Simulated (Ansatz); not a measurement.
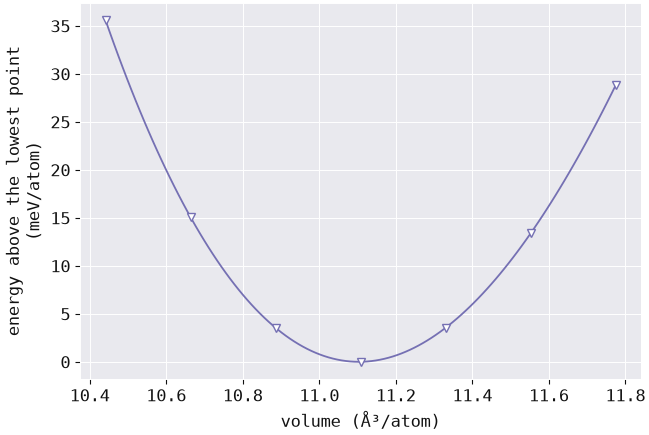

The figure shows the energy above the lowest point against volume.

Method: equation of state of a cubic crystal from periodic Kohn-Sham density functional theory without spin, third-order Birch-Murnaghan fit to the free energies; pressure corrected for the finite basis (Ansatz 0.2.0 development build). Level: PBE.

Q: For which of these solids was it computed?
A. Ca, Pm-3m (No. 221)
B. Os, Fm-3m (No. 225)
C. Ir₂O₃, Pn-3m (No. 224)

A: C, Ir₂O₃: energy above the lowest point from 0.0 meV/atom to 35.6 meV/atom, V0 11.1 Å³/atom, B0 256 GPa. The others give: Ca, energy above the lowest point from 0.000 meV/atom to 5.391 meV/atom, V0 43.61 Å³/atom, B0 10.9 GPa; Os, energy above the lowest point from 0.0 meV/atom to 68.9 meV/atom, V0 14.33 Å³/atom, B0 390 GPa.

For Ca, limits of the calculation: cubic model structure, not the ambient form; modest k-mesh, values are not fully converged in k.

For Ir₂O₃, limits of the calculation: cubic model structure, not the ambient form; modest k-mesh, values are not fully converged in k.

For Os, limits of the calculation: cubic model structure, not the ambient form.
